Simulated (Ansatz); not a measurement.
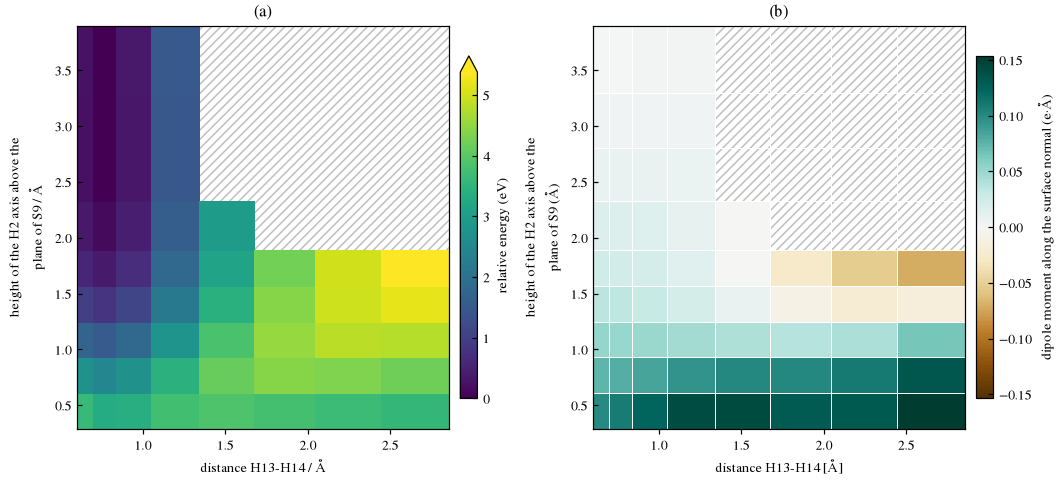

H₂ on a two-dimensional sheet of ZrS₂ (12 atoms of substrate and one adsorbate in a 2 × 2 cell). H2 lies flat over one site of a rigid substrate while its bond length and height are varied; it sits over a bridge site, heights counted from the top plane, its axis along a direction equivalent to the long diagonal of the hexagonal surface cell. Coordinates scanned: (1) distance H13-H14; (2) height of the H2 axis above the plane of S9. The scan uses an 8 × 9 grid. At 15 points there is no value (left out: too close to the surface, or the stretched molecule far from it). Points are written as (first, second). All energies are given in eV relative to the lowest grid point. Method: DFT PBE+D3(BJ), scalar-relativistic, plane waves, PAW (Ansatz). Settings: cutoff 420 eV, k-mesh 6×6×1, gaussian smearing 0.05 eV, no spin polarisation.

Panel (a) is the energy; panel (b) is the computed dipole moment along the surface normal, in e·Å.

Drawn: one coloured cell a grid point, one colour for all values above the top of the scale, hatched blanks where no value was computed.

Q: How does the dipole moment along the surface normal vary over the map, and what is it at the lowest grid point?

A: Leaving out the highest fifth of the energies, it runs from 0.00 e·Å at (1.495 Å, 1.73 Å) to 0.15 e·Å at (2.650 Å, 0.45 Å). At the lowest grid point, (0.750 Å, 3.00 Å), it is 0.00 e·Å.

PAW datasets: the set soft_1.
